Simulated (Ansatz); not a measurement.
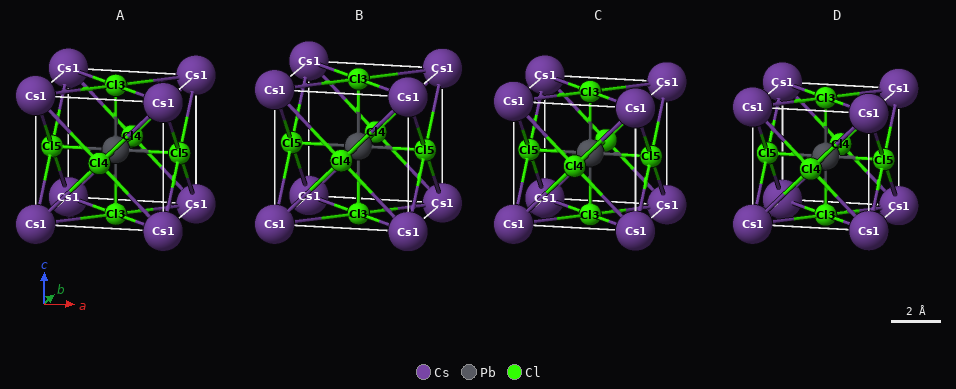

4 geometries from one relaxation of a crystal of CsPbCl3 (built on the cubic perovskite type), in shuffled order. The picture is a ball-and-stick view of the cell of the calculation, seen slightly off an axis.

These are results of Ansatz, DFT, PBE, plane waves, PAW, not measurements. Settings: plane-wave cutoff 420 eV; k-point mesh 6 × 6 × 6; occupations fermi dirac; smearing width 0.02 eV; no spin polarisation; cell and atoms relaxed; force threshold 0.005 eV/Å.

**Order the frames from highest to lowest energy.**

D, C, A, B. They are steps 0, 1, 2, 8, at +644 meV per atom, +245 meV per atom, +55.6 meV per atom relative to the last. The atoms keep their places relative to the cell (all moves are under 0.005 Å). The volume changes by +51.4 %, with a = b = c 4.993 → 5.733 Å (+14.8 %). Near-neighbour distances that change, for instance: Cl–Cs 3.531 → 4.054 Å, Cl–Pb 2.496 → 2.867 Å. The space group stays Pm-3m (No. 221). After 6 accepted moves (8 points after the start) the energy has fallen by 644 meV per atom. All forces vanish by symmetry, so only the cell relaxes. The pressure goes from 23.49 to 0.03 GPa. The SCF was repeated twice at an unchanged geometry on a basis and grid sized afresh for the cell, which shifted the energy by 5.1 meV per atom at most.
